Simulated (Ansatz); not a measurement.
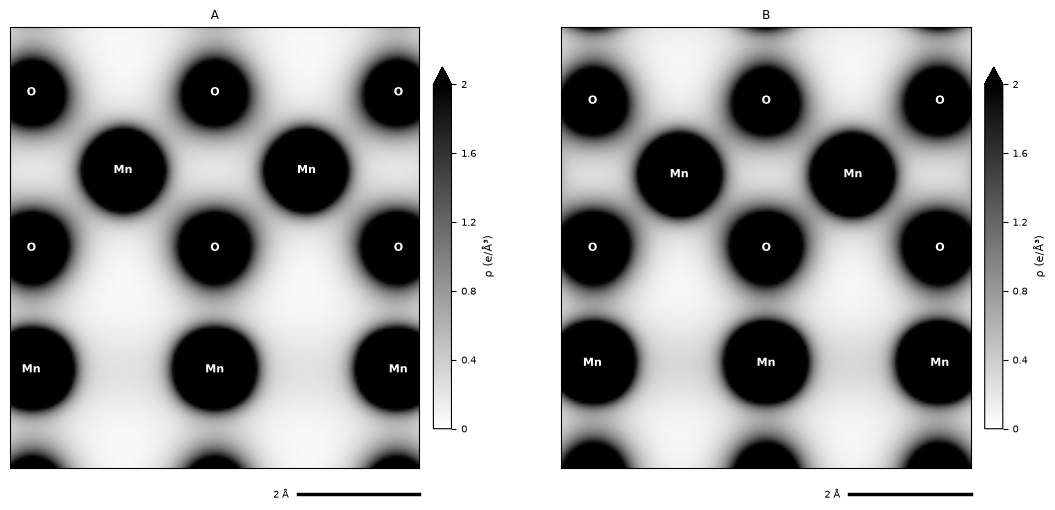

MnO2. The valence charge density (pseudo) of two cells that differ in size, on the (110) plane of each (indices in the axes of the calculation cell), at one length scale and on one colour scale; one has 9.2 and the other 10.9 Å³ an atom.

These are results of Ansatz 0.2.0, DFT PBE, scalar-relativistic, plane waves, PAW, not measurements.

The larger cell:

```cif
data_structure
_symmetry_space_group_name_H-M 'P 1'
_symmetry_Int_Tables_number 1
_cell_length_a 4.5762
_cell_length_b 4.7154
_cell_length_c 3.0248
_cell_angle_alpha 90.000
_cell_angle_beta 90.000
_cell_angle_gamma 90.000
_cell_volume 65.27
loop_
_atom_site_label
_atom_site_type_symbol
_atom_site_fract_x
_atom_site_fract_y
_atom_site_fract_z
_atom_site_occupancy
Mn1 Mn 0.00000 0.00000 0.00000 1
Mn2 Mn 0.50000 0.50000 0.50000 1
O1 O 0.78601 0.17704 0.50000 1
O2 O 0.71399 0.67704 0.00000 1
O3 O 0.28601 0.32296 0.00000 1
O4 O 0.21399 0.82296 0.50000 1
```

The smaller cell: a = 4.331 Å, b = 4.462 Å, c = 2.862 Å, α = 90.00°, β = 90.00°, γ = 90.00°.

### Which panel shows the smaller cell, and what does the compression change?

Panel B is the smaller cell, by 15 % in volume. From the larger cell to the smaller, Mn–O goes from 1.99 to 1.88 Å, and the density at its midpoint from 0.64 to 0.83 e/Å³; the pressure goes from −26 to 6 GPa; the largest moment (Mn) goes from 2.5 to 2.4 μB.
